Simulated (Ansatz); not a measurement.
**SiC (slab): density, localisation and related maps**

Input file:

```
crystal:
  lattice:
    - [3.0803621781, 0.0, 0.0]
    - [0.0, 3.0803621781, 0.0]
    - [0.0, 0.0, 26.9797974155]
  atoms:
    - { symbol: C, position: [0.0, 0.5, 0.2779857789] }
    - { symbol: Si, position: [0.5, 0.5, 0.3183520009] }
    - { symbol: C, position: [0.5, 0.0, 0.358718223] }
    - { symbol: Si, position: [0.0, 0.0, 0.399084445] }
    - { symbol: C, position: [0.0, 0.5, 0.439450667] }
    - { symbol: Si, position: [0.5, 0.5, 0.479816889] }
    - { symbol: C, position: [0.5, 0.0, 0.520183111] }
    - { symbol: Si, position: [0.0, 0.0, 0.560549333] }
    - { symbol: C, position: [0.0, 0.5, 0.600915555] }
    - { symbol: Si, position: [0.5, 0.5, 0.641281777] }
    - { symbol: C, position: [0.5, 0.0, 0.6816479991] }
    - { symbol: Si, position: [0.0, 0.0, 0.7220142211] }
basis:
  ecutwfc: 500
kpoints:
  mp_grid: { grid: [9, 9, 1] }
hamiltonian:
  xc: r2scan
scf:
  occupations: { method: gaussian, width: 0.05 }
output:
  forces: true
  eigenvalues: true
  write_density: true
  write_potential: true
  elf: true
  volumetric_format: npy
relax:
  adjacent_minimum: "off"
  f_tol: 0.02
  max_steps: 60
efield:
  axis: 3
  dipole_correction: true
  ramp_width: 0.04
```

Run with:

```sh
ansatz run input.yaml --threads 1 --pin off --max-ram 2560MiB --backend cpu --events-out ev --progress --plain --runs-dir out
```

The fields are those of the relaxed geometry.

The calculation used DFT r2SCAN, scalar-relativistic, plane waves, PAW (Ansatz).

In a PAW calculation such maps are meaningful between the atoms, not at the nuclei.

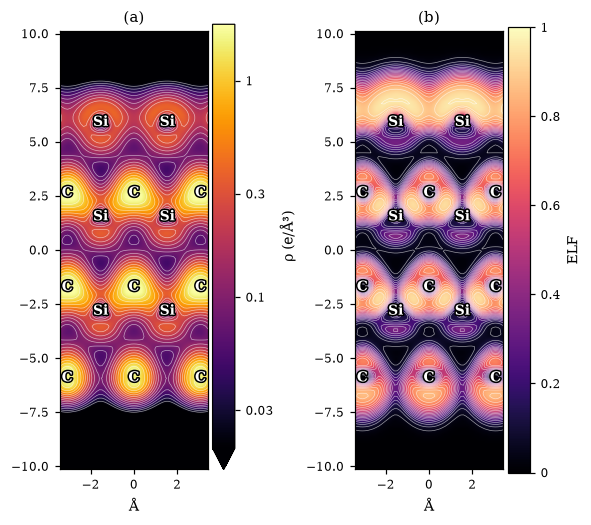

Figure 1. (a) valence pseudo-density; (b) electron localisation function on the (100) plane of the calculation cell, a cut from vacuum to vacuum.

What do the fields say about this system?

- Atoms in the plane: C and Si.
- Si–C (1.89 Å): ρ at the midpoint is about 0.89 e/Å³; the ELF peaks at about 0.95 between the atoms.
- The density dies away to nearly zero in the vacuum.
- The ELF also peaks beside Si, away from the bonds: lone-pair regions.

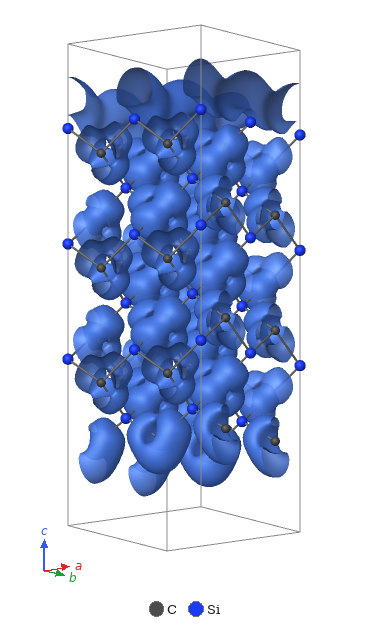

Figure 2. Isosurface of the ELF at 0.7 (blue), seen at an oblique angle. Only the valence region is drawn (cores and ρ < 0.01 e/Å³ removed). Sticks mark near contacts.

Identify the bonds, lone pairs and shells in this picture.

The surface consists of six regions on C in which the atom's valence shell and bonds are merged and channels that run through the cell in one direction, counted in one cell of 12 atoms. Counts are for one cell; the picture repeats the cell along the surface. Profiles from the grid: Si–C (1.79 Å): the ELF peaks at about 0.95 between the atoms. Si–C (1.87 Å): the ELF peaks at about 0.95 between the atoms.

Metal or insulator at this level of theory?

It is gapless in this calculation (a metal or semimetal).
